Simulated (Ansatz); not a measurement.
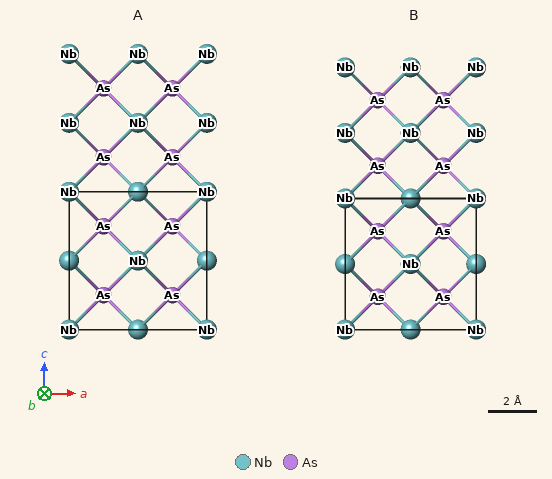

Two geometries of solid NbAs (built on the zinc blende type) (coarse preliminary run), drawn at one scale. One is the start of a relaxation, the other its converged end. Style: ball-and-stick. Shown: the conventional cell (4 times the calculation's cell), repeated 1 × 1 × 2 with one cell outlined, along the b axis. Lengths and directions refer to the drawn axes.

The calculation used DFT r2SCAN, scalar-relativistic, plane waves, PAW (Ansatz). Settings: plane-wave cutoff 500 eV; k-point mesh 6 × 6 × 6; occupations gaussian; smearing width 0.1 eV; collinear spin; cell and atoms relaxed; force threshold 0.05 eV/Å; at most 80 steps.

> Which of the two is the end point?

Structure A is the relaxed one. The energy falls by 160 meV per atom in 2 accepted moves (3 points after the start). All forces vanish by symmetry, so only the cell relaxes. The pressure goes from 16.73 to 0.08 GPa. At 1 point the geometry stayed and the basis and grid were re-selected for the new cell (energy shift of 1.0 meV per atom at most each time). No atom moves by more than 0.005 Å relative to the cell. The volume changes by +16.2 %, with a = b = c 5.553 → 5.839 Å (+5.1 %). Near-neighbour distances that change, for instance: As–Nb 2.405 → 2.528 Å. The space group stays F-43m (No. 216).
